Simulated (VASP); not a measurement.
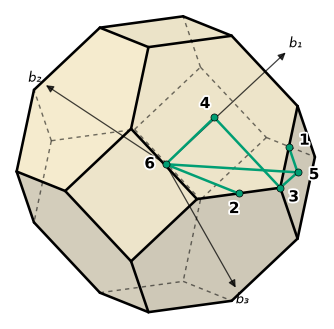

Crystal: SiC, coordinates from a relaxation with VASP Kohn-Sham DFT of a periodic cell, HSE03, VASP PAW PBE potentials, recommended in VASP 6.6.1. The first Brillouin zone of a face-centred cubic lattice (cF; extended symbol cF2) is drawn with its special points numbered. The drawing is computed from the coordinates (standard cell, symmetry found to 0.002 Å).

a = 4.349 Å, b = 4.349 Å, c = 4.349 Å, α = 90.00°, β = 90.00°, γ = 90.00°.

Labels and path follow the convention of Hinuma et al. (2017), as computed by seekpath; the arrows show the directions of the reciprocal primitive vectors b₁, b₂, b₃, in which coordinates are given.

Which special point is each number?

```json
{"no.": "1", "label": "U", "coordinates": "(5/8, 1/4, 5/8)"}
{"no.": "2", "label": "K", "coordinates": "(3/8, 3/8, 3/4)"}
{"no.": "3", "label": "W", "coordinates": "(1/2, 1/4, 3/4)"}
{"no.": "4", "label": "L", "coordinates": "(1/2, 1/2, 1/2)"}
{"no.": "5", "label": "X", "coordinates": "(1/2, 0, 1/2)"}
{"no.": "6", "label": "Γ", "coordinates": "(0, 0, 0)"}
```
